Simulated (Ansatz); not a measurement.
# Spin-spiral energies of CrB2 (P6/mmm) along in-plane and c-axis wavevectors in LDA

I calculate the energy of flat spin spirals in CrB2, with the atoms held in the measured cell, and count it per chromium atom from the ferromagnetic state at q = 0. A negative value means that the spiral lies below the ferromagnet. The question is how this energy changes with the direction and length of the wavevector, and which of the listed wavevectors lies lowest. It matters because chromium forms flat triangular layers here, on which antiferromagnetic neighbours cannot all be satisfied at once, and a spiral is one way out. The same energies show how strongly the layers are coupled, which bears on the ordering temperature and on the spin waves of a metallic magnet.

## How the numbers were made

CrB2 (P6/mmm): the measured cell (COD); 3 atoms in the cell, 1 magnetic, atoms held. Ansatz 0.2.0, plane waves with default PAW data sets, LDA, spinors without spin-orbit coupling, cutoff 420 eV, 12x12x12 k-points, Fermi-Dirac smearing of 0.05 eV. Spirals by the generalised Bloch theorem with a cone angle of 90 degrees; at q = 0 the final moments point + relative to the first. Each row is one self-consistent run along a path through the zone.

Notes on method and selection:

- Each run ends in the state reached from its start, which may not be the lowest.
- In a Heisenberg model E(q) - E(0) = sin^2(cone angle) [J(0) - J(q)] per atom for one magnetic atom a cell, with E = -sum over ordered pairs of J e_i·e_j.
- Rows lie along several directions, so |q| alone does not order them.
- The zone-boundary wavevector (0, 0.5, 0.5) is not in the table; an order there may lie lower than every row.
- Runs that did not converge, have known faults or may not be shown are not listed, and runs on Ansatz's PAW sets soft_1 and soft_2 are kept to separate tables.

Columns:

- |q| (1/Å): length of the wavevector.
- wavevector: wavevector of the spiral in fractions of the reciprocal vectors.
- spiral energy (meV): free energy less that at q = 0, per magnetic atom.
- local moment (μB): mean size of the moments on the magnetic atoms, inside atomic spheres.

Input lines of one member:

```
kpoints:
  mp_grid: { grid: [12, 12, 12] }
hamiltonian:
  xc: lda
scf:
  occupations: { method: fermi_dirac, width: 0.05 }
  max_iter: 120
  convergence: { dr2_threshold: 1.0e-08 }
basis:
  ecutwfc: 420.0
magnetization:
  noncollinear: true
  spin_spiral: { q: [0.0, 0.0, 0.33333333] }
```

Command (options for logging and memory left out): `ansatz run input.yaml --threads 1`

## Data

| member | |q| (1/Å) | wavevector | spiral energy (meV) | local moment (μB) |
| --- | --- | --- | --- | --- |
| q = (0, 0, 0) | 0.000 | (0, 0, 0) | 0.00 | 0.775 |
| q = (0, 0, 0.167) | 0.341 | (0, 0, 0.167) | 1.76 | 0.822 |
| q = (0.167, 0, 0) | 0.407 | (0.167, 0, 0) | −5.83 | 0.863 |
| q = (0, 0, 0.333) | 0.682 | (0, 0, 0.333) | 11.46 | 0.755 |
| q = (0.167, 0.167, 0) | 0.705 | (0.167, 0.167, 0) | −18.47 | 0.955 |
| q = (0.333, 0, 0) | 0.814 | (0.333, 0, 0) | −22.52 | 0.966 |
| q = (0, 0, 0.5) | 1.023 | (0, 0, 0.5) | 17.53 | 0.566 |
| q = (0.5, 0, 0) | 1.221 | (0.5, 0, 0) | −24.64 | 0.983 |
| q = (0.333, 0.333, 0) | 1.410 | (0.333, 0.333, 0) | ? | ? |
| q = (0.5, 0.167, 0) | 1.468 | (0.5, 0.167, 0) | −27.95 | 1.000 |

Cells marked ? are withheld until the estimate has been made.

## Mechanism

Direction decides the sign. Along c the energy rises at every step, to 17.53 meV at (0, 0, 0.5), while every in-plane spiral shown lies below the ferromagnet. Two wavevectors of nearly equal length, (0, 0, 0.333) and (0.167, 0.167, 0), differ by 11.46 − (−18.47) = 29.93 meV. The lowest energy shown is −27.95 meV, at (0.5, 0.167, 0).

The in-plane fall is what antiferromagnetic coupling between nearest neighbours in a layer would give. For q = (h, k, 0) that coupling alone makes the energy proportional to f = 3 − cos 2πh − cos 2πk − cos 2π(h + k), which measures how far the six neighbours are turned away from parallel. At (0.167, 0, 0) f is 1 and the energy per unit of f is −5.83 meV; at (0.333, 0, 0) f is 3 and the ratio is −22.52 / 3 = −7.51 meV; at (0.5, 0, 0) f is 4 and it is −24.64 / 4 = −6.16 meV. The ratio keeps its sign and rough size, so nearest neighbours carry most of the trend, with a visible remainder.

Along c the coupling favours parallel layers, but a single fixed coupling describes it less well. It would put (0, 0, 0.167) at a quarter of the value at (0, 0, 0.5), 17.53 / 4 = 4.38 meV, where the run gives 1.76 meV.

One likely reason for such departures is that the moment is not rigid. It grows from 0.775 μB at q = 0 to 1.000 μB at (0.5, 0.167, 0) and shrinks to 0.566 μB at (0, 0, 0.5), as expected of a band magnet whose exchange splitting depends on the order. A larger moment does not always go with a lower energy, however: at (0, 0, 0.167) both are above their values at q = 0.

The zone-boundary wavevector (0, 0.5, 0.5) is not in the table. The cost of turning the layers against each other suggests that it lies above the lowest in-plane rows, but with a moment that changes this is not certain, so the ranking holds only for the rows listed.

## An estimate before looking

Plain estimates from the members shown:

- q = (0.333, 0.333, 0), straight-line interpolation between q = (0.5, 0, 0) and q = (0.5, 0.167, 0): w = (1.410 − 1.221) / (1.468 − 1.221) = 0.765, so −24.64 + 0.765 × (−27.95 − (−24.64)) = −27.17 meV

I do not trust the straight line in |q|. The wavevector (0.5, 0.167, 0) lies outside the first zone and is equivalent to a shorter one, so its listed length does not place it beyond (0.333, 0.333, 0) in any physical sense.

I use the nearest-neighbour form instead. At (0.333, 0.333, 0) neighbouring moments stand at 120 degrees, so each cosine is −0.5 and f reaches 3 + 3 × 0.5 = 4.5, the largest value it can take on a triangular layer. For the five in-plane spirals shown f is 1, 2.5, 3, 4 and 4, in table order. A least-squares line through zero has as its slope the sum of f times energy over the sum of f squared. The first sum is negative, with the size 1 × 5.83 + 2.5 × 18.47 + 3 × 22.52 + 4 × 24.64 + 4 × 27.95 = 329.93 meV, and the second is 1 × 1 + 2.5 × 2.5 + 3 × 3 + 4 × 4 + 4 × 4 = 48.25. The slope is −329.93 / 48.25 = −6.84 meV per unit of f, hence −6.84 × 4.5 = −30.8 meV.

I tested the route by leaving out each of the five in turn. The misses are 1.0, 1.6, 2.5, 4.1 and 0.9 meV, in table order, with a root mean square of 2.3 meV. Predicting each from the mean of the other four misses by 9.6 meV, so the rule earns its place. The worst case is (0.5, 0, 0), which the rule puts too low.

Adding second and third neighbours to the fit would give −33.1 meV, but that spends three constants on five energies, and I keep the simpler form. I take the 2.3 meV as the error. The estimate puts this spiral below (0.5, 0.167, 0) by 30.8 − 27.95 = 2.9 meV, only a little more than that error, so I expect it to be the lowest of the list without being sure of it.

**Committed estimate, q = (0.333, 0.333, 0): spiral energy = −30.8 ± 2.3 meV.**

## The answer

| member | |q| (1/Å) | wavevector | spiral energy (meV) | local moment (μB) |
| --- | --- | --- | --- | --- |
| q = (0.333, 0.333, 0) | 1.410 | (0.333, 0.333, 0) | −31.47 | 1.039 |

| member | estimate | spiral energy (meV) | computed | estimate − computed | miss in error bars |
| --- | --- | --- | --- | --- | --- |
| q = (0.333, 0.333, 0) | committed | −30.80 | −31.47 | +0.67 | 0.3 |
| q = (0.333, 0.333, 0) | interpolation | −27.17 | −31.47 | +4.30 |  |

spiral energy (meV) against |q| (1/Å) (numbers count the rows of the first table from the top):

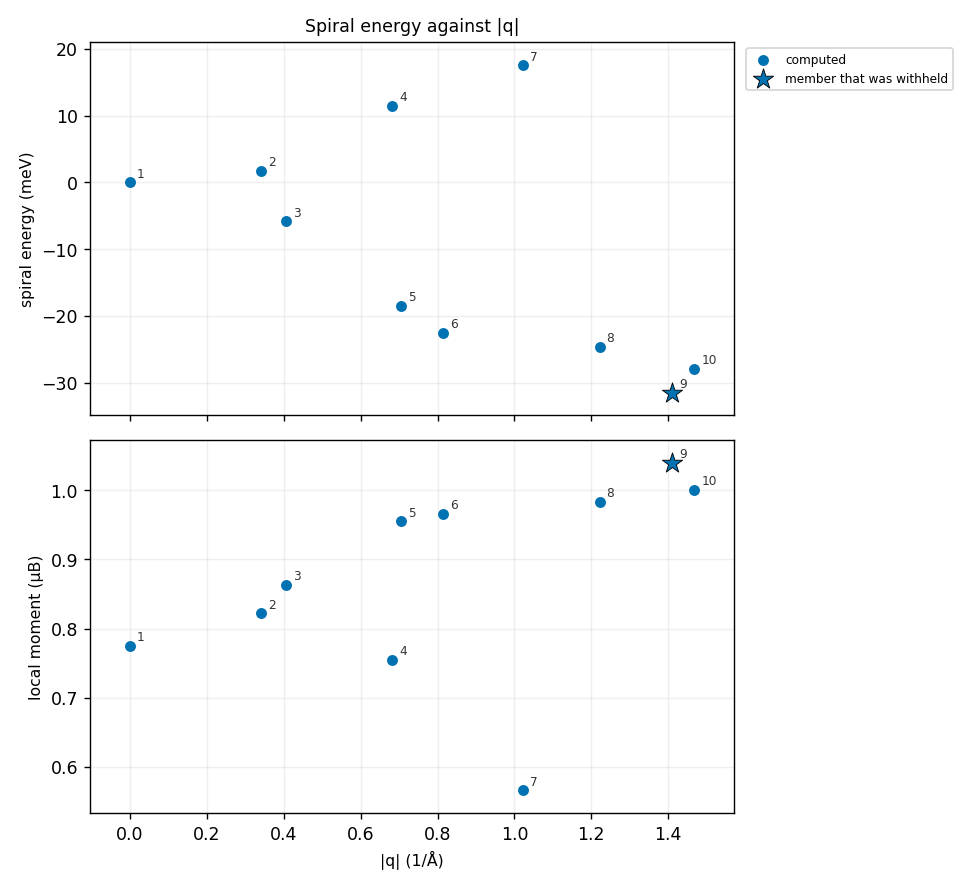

My estimate of −30.8 meV lies 0.67 meV above the computed −31.47 meV, well inside the error bar of 2.3 meV. The straight line in |q| missed by 4.30 meV, because it joined wavevectors by length where the angles between neighbours matter. The fit with second and third neighbours, which I had set aside, gave −33.1 meV and would have been 1.6 meV too low.

The spiral with 120 degrees between neighbours in a layer is now the lowest of the list, 31.47 − 27.95 = 3.52 meV below (0.5, 0.167, 0). This is what antiferromagnetic nearest neighbours on a triangular layer favour. The local moment is also the largest of the series there, 1.039 μB, so the moment still changes with the order and the coupling I fitted is an effective one.

## Exceptions

Among the in-plane spirals, (0.5, 0, 0) departs most from the nearest-neighbour rule. The rule gives −6.84 × 4 = −27.36 meV, and the run lies 2.72 meV higher. A weak antiferromagnetic coupling to third neighbours, two lattice steps away, is a possible reason: at this wavevector those neighbours are parallel again and gain nothing. The same coupling would help to explain why (0.333, 0, 0) lies 2.00 meV below the rule. It would also lower (0.167, 0, 0), which instead lies 6.84 − 5.83 = 1.01 meV above, so it cannot be the whole account. The smaller moment in that row, 0.863 μB, may weaken its gain.

Along c, a coupling between adjacent layers alone, scaled to (0, 0, 0.5), puts (0, 0, 0.167) too high by 4.38 − 1.76 = 2.62 meV and (0, 0, 0.333) too high by 0.75 × 17.53 − 11.46 = 1.69 meV. An antiferromagnetic coupling to the second layer would lower both by the same amount and leave (0, 0, 0.5) alone, which fits the signs and most of the size. The changing moment may supply the rest.

## Rules of thumb and their limits

Within the layer, one nearest-neighbour constant gives the spiral energy to about 2 meV over a range of 31 meV. In the convention that counts each pair twice, it is J = −6.84 / 2 = −3.42 meV, antiferromagnetic. In the same convention the coupling between adjacent layers, scaled to (0, 0, 0.5), is 17.53 / 4 = 4.38 meV, ferromagnetic. Bond for bond the layers are thus coupled about as strongly as neighbours within a layer, though both constants are effective ones because the moment changes. The rule says nothing about wavevectors with a component along c, where the coupling has the opposite sign.

The lowest row need not be the minimum of the whole curve. Neutron diffraction finds an in-plane spiral along the same (h, h, 0) direction, but with a wavevector somewhat shorter than (0.333, 0.333, 0), so a finer set of points on that line is the natural next step.

I know of no omitted effect that clearly exceeds the table's spread of 17.53 + 31.47 = 49.00 meV. Spin-orbit coupling should add well under 1 meV in a chromium compound. Spin fluctuations, which LDA treats poorly, would reduce the moment and probably the energy differences with it.

[Logs are printed without paths, hosts, clocks, repeated set-up lines and the standing remarks that a program may print on its own settings, such as how far it seeks lower states.]
